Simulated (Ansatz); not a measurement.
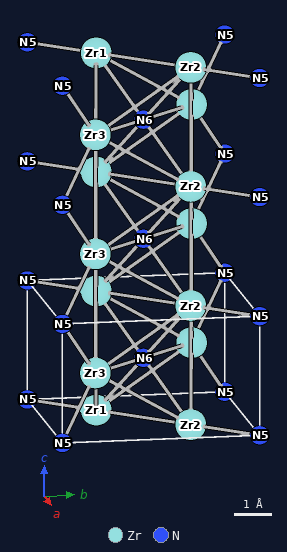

Reference structure: a crystal of Zr2N (set up in P4_2/mnm). Style: ball-and-stick. Shown: the cell of the calculation, repeated 1 × 1 × 3 with one cell outlined, slightly off an axis.

Method: Ansatz 0.2.0, DFT r2SCAN, scalar-relativistic, plane waves, PAW. Set-up: plane-wave cutoff 500 eV; occupations gaussian; smearing width 0.1 eV; no spin polarisation. The k-mesh is chosen for each cell (8×8×10, 8×8×12).

Now this is done to it. Every nitrogen atom is replaced by oxygen, which gives Zr$_{2}$O. Cell and atoms are relaxed again (to zero pressure within 0.1 GPa, forces under 0.01 eV/Å).

Input file:
```yaml
crystal:
  lattice:
    - [5.3733223247, 0.0, 0.0]
    - [0.0, 5.3733223247, 0.0]
    - [0.0, 0.0, 3.2738010527]
  atoms:
    - { symbol: Zr, position: [0.2965720821, 0.2965720821, 0.0] }
    - { symbol: Zr, position: [0.7034279179, 0.7034279179, 0.0] }
    - { symbol: Zr, position: [0.7965720821, 0.2034279179, 0.5] }
    - { symbol: Zr, position: [0.2034279179, 0.7965720821, 0.5] }
    - { symbol: O, position: [0.0, 0.0, 0.0] }
    - { symbol: O, position: [0.5, 0.5, 0.5] }
basis:
  ecutwfc: 500
kpoints:
  mp_grid: { grid: [8, 8, 12] }
hamiltonian:
  xc: r2scan
scf:
  occupations: { method: gaussian, width: 0.1 }
output:
  forces: true
  stress: true
  eigenvalues: true
relax:
  adjacent_minimum: "off"
  f_tol: 0.01
  max_steps: 60
  cell: { stress_tol: 0.1 }
```

Run as
```bash
ansatz run input.yaml --threads 1 --pin off --max-ram 2560MiB --backend cpu --events-out ev --progress --plain --runs-dir out
```

What is the effect?

The volume per atom goes from 16.14 to 16.03 Å³. Cell: a = b 5.417 → 5.405 Å (−0.2 %), c 3.300 → 3.292 Å (−0.3 %). Volume −0.7 %. The space group stays P4_2/mnm (No. 136).

Drawn alike, the variant:

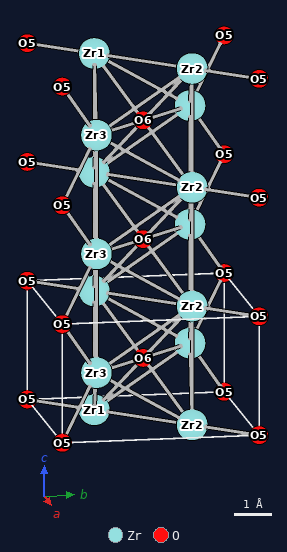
